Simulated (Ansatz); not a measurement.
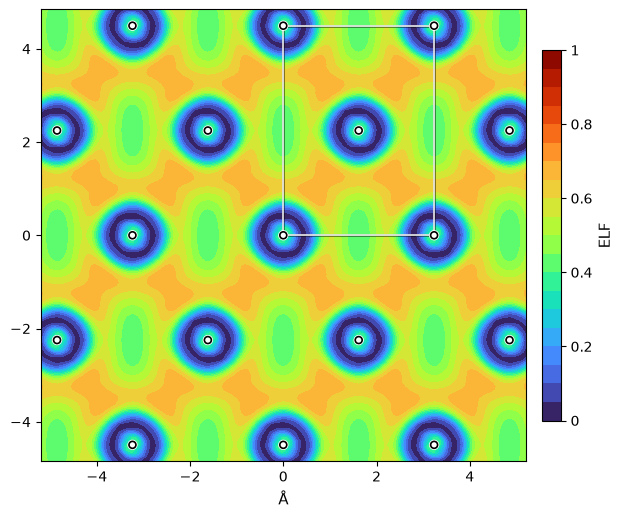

Figure. Al. ELF on the (001) plane of the conventional cell. Circles mark the nuclei in the plane (Al).

Space group Fmmm; a structure from a database of computed crystals, not necessarily the ambient phase; changed on purpose from its base cell (engineering shear strain xy -0.0350, strain +e along x and -e along y +0.0000); computed without spin polarisation.

Theory: DFT PBE, scalar-relativistic, plane waves, PAW in Ansatz.

In a PAW calculation such maps are meaningful between the atoms, not at the nuclei.

```
Al
1.0
     0.00000    0.00000   -3.23502
    -3.17841   -3.17841    0.00000
    -3.29163    3.29163    0.00000
Al
4
Direct
  0.50000 0.50000 0.00000
  0.00000 0.50000 0.50000
  0.50000 0.00000 0.50000
  0.00000 0.00000 0.00000
```

What do the fields say about this system?

Answer. The plane passes through Al nuclei. Al–Al (2.77 Å): the ELF peaks at about 0.70 between the atoms.
